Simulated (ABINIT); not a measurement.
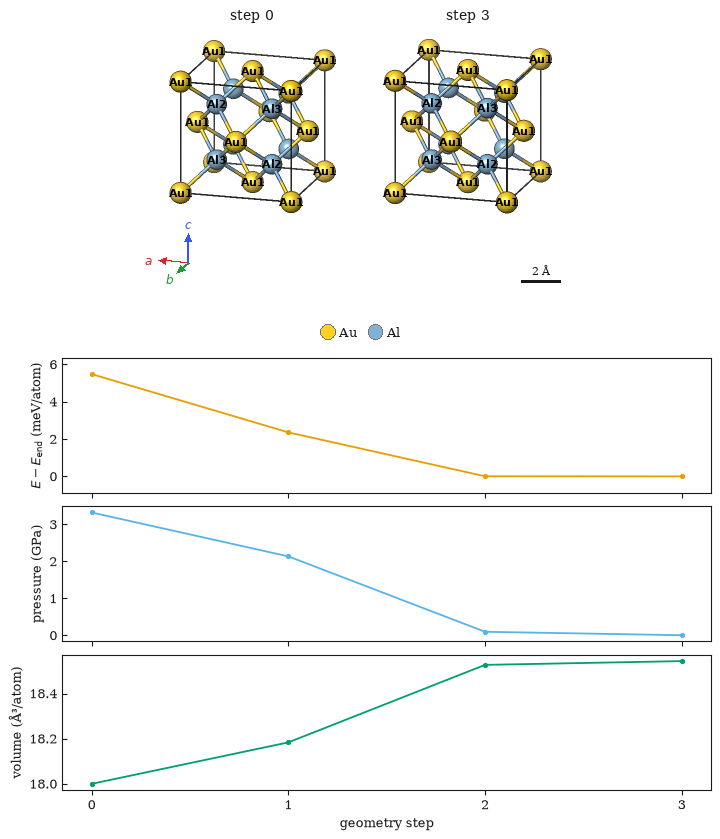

First and last geometry of a relaxation of solid Al2Au (set up in Fm-3m), with the history of the run. The picture is a ball-and-stick view of the conventional cell (4 times the calculation's cell), seen from a free direction. Lengths and directions refer to the drawn axes.

The run lets cell and atoms move.

The calculation used Kohn-Sham DFT of a periodic cell, PBE, JTH PAW PBE v2.0 in ABINIT 10.8.3.

Input file:
```
# Pseudopotentials
pp_dirpath "./"
pseudos "Au.GGA_PBE-JTH.xml, Al.GGA_PBE-JTH.xml"

# Structure
acell 8.0174289438 8.0174289438 8.0174289438
rprim
     0.0000000000     0.7071067812     0.7071067812
     0.7071067812     0.0000000000     0.7071067812
     0.7071067812     0.7071067812     0.0000000000
ntypat 2
znucl 79 13
natom 3
typat 1 2 2
chkprim 0
chksymtnons 0
tolsym 1.0e-6
xred
            0.0            0.0            0.0
            3/4            3/4            3/4
            1/4            1/4            1/4

# Plane-wave basis
ecut 20.0
pawecutdg 40.0
pawxcdev 0
ecutsm 0.5

# k points
kptopt 1
ngkpt 6 6 6
nshiftk 1
shiftk 0.0 0.0 0.0

# Exchange and correlation
ixc 11

# Bands and occupations
nband 13
occopt 3
tsmear 0.05 eV

# SCF cycle
nstep 80
tolvrs 1.0e-10

# Output
iomode 3
prteig 0
prtebands 0
prtwf 0
prtden 0

# Relaxation
ionmov 2
optcell 2
ntime 50
tolmxf 2.0e-5
dilatmx 1.08
```

Launched with:
```bash
abinit run.abi > log 2>&1
```

Question: Did the run converge, and what did it change?

Answer: It converged. The energy falls by 5.5 meV per atom in 3 geometry steps. All forces vanish by symmetry, so only the cell relaxes. Pressure: 3.32 GPa at the start and 0.00 GPa at the end. The atoms keep their places relative to the cell (all moves are under 0.005 Å). The drawn cell changes as follows: a = b = c 6.000 → 6.060 Å (+1.0 %); the volume changes by +3.0 %. Near-neighbour distances that change, for instance: Au1–Al2 2.598 → 2.624 Å. The space group stays Fm-3m (No. 225).

```csv
step,"E − E(0), meV/atom","pressure, GPa","volume, Å³/atom"
0,0.00,3.32,18.000
1,-3.12,2.14,18.184
2,-5.47,0.10,18.527
3,-5.48,0.00,18.543
```
